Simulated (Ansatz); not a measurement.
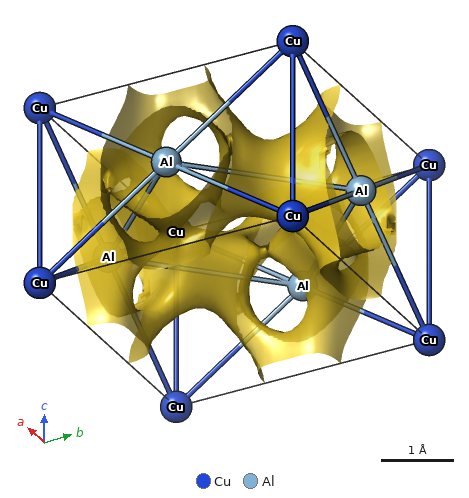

Figure 1: Al$_{2}$Cu. Isosurface of the ELF at 0.55 (yellow), seen at an oblique angle. Core shells and regions of very low density are left out. Sticks mark near contacts.

Space group P4/mmm; a structure from a database of computed crystals, not necessarily the ambient phase.

These are results of Ansatz, Kohn-Sham DFT of a periodic cell, LDA, Ansatz PAW, not measurements.

Core electrons are frozen (PAW), and the valence fields are smoothed inside the atomic spheres.

Input

```
crystal:
  lattice:
    - [4.105182, 0.0, 0.0]
    - [0.0, 4.105182, 0.0]
    - [0.0, 0.0, 2.891313]
  atoms:
    - { symbol: Cu, position: [0.0, 0.0, 0.0] }
    - { symbol: Al, position: [0.0, 0.5, 0.5] }
    - { symbol: Al, position: [0.5, 0.0, 0.5] }
hamiltonian:
  xc: lda
  pseudopotentials: { kind: paw }
kpoints:
  mp_grid: { grid: [7, 7, 9] }
scf:
  occupations: { method: fermi_dirac, width: 0.05 }
output:
  forces: true
  stress: true
  eigenvalues: true
  write_density: true
  write_potential: true
  elf: true
  volumetric_format: npy
relax:
  f_tol: 0.01
  max_steps: 40
  cell: { stress_tol: 0.05 }
```

Command:

```sh
ansatz run input.yaml --threads 2 --pin off --max-ram 5632MiB --backend cpu --events-out ev --progress --plain --runs-dir out
```

Below, planes, directions and counts refer to the conventional cell (a = 4.04 Å, b = 4.04 Å, c = 2.82 Å, α = 90.00°, β = 90.00°, γ = 90.00°).

The fields are those of the run's last geometry, not of the input's.

**What do the ELF domains correspond to?**

The surface consists of one network that runs through the whole crystal, counted in one cell of 3 atoms. Regions shared between cells count once. Profiles from the grid: Al–Cu (2.47 Å): the ELF peaks at about 0.65 between the atoms. Cu–Cu (2.82 Å): the ELF is about 0.25 at the midpoint (no localised pair shows between them).

**Does the calculation make it a metal, or give it a gap?**

It is gapless in this calculation (a metal or semimetal).
